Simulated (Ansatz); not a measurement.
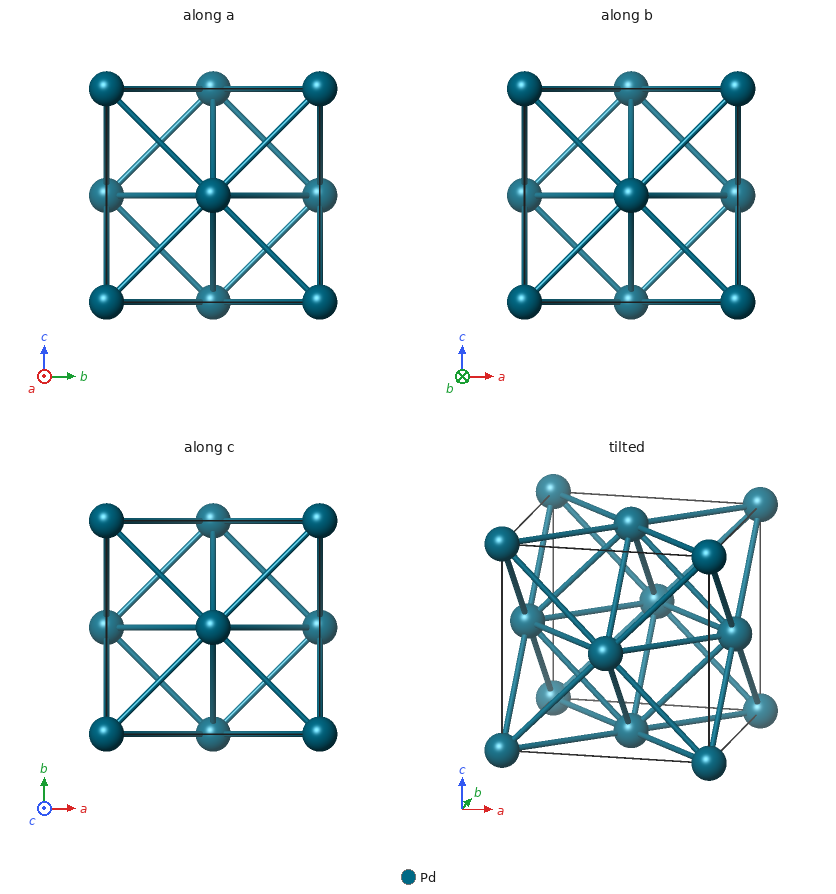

Structure drawing (ball-and-stick), viewed along the a axis, along the b axis, along the c axis and slightly off an axis. The edges of the conventional unit cell are marked.

Lattice parameters: a = 3.9447 Å, b = 3.9447 Å, c = 3.9447 Å, α = 90.000°, β = 90.000°, γ = 90.000°.

Set out the cell and atoms as a CIF with its space group and independent sites.

Answer.
```cif
data_structure
_symmetry_space_group_name_H-M 'F m -3 m'
_symmetry_Int_Tables_number 225
_cell_length_a 3.9447
_cell_length_b 3.9447
_cell_length_c 3.9447
_cell_angle_alpha 90.000
_cell_angle_beta 90.000
_cell_angle_gamma 90.000
_cell_volume 61.38
loop_
_atom_site_label
_atom_site_type_symbol
_atom_site_symmetry_multiplicity
_atom_site_Wyckoff_symbol
_atom_site_fract_x
_atom_site_fract_y
_atom_site_fract_z
_atom_site_occupancy
Pd1 Pd 4 a 0.0000 0.0000 0.0000 1
```

Source of the structure: a generated cell, made by putting these elements into a known structure type (the compound may or may not exist in this form). This is the structure after a relaxation with Ansatz, DFT, PAW plane waves, PBE.
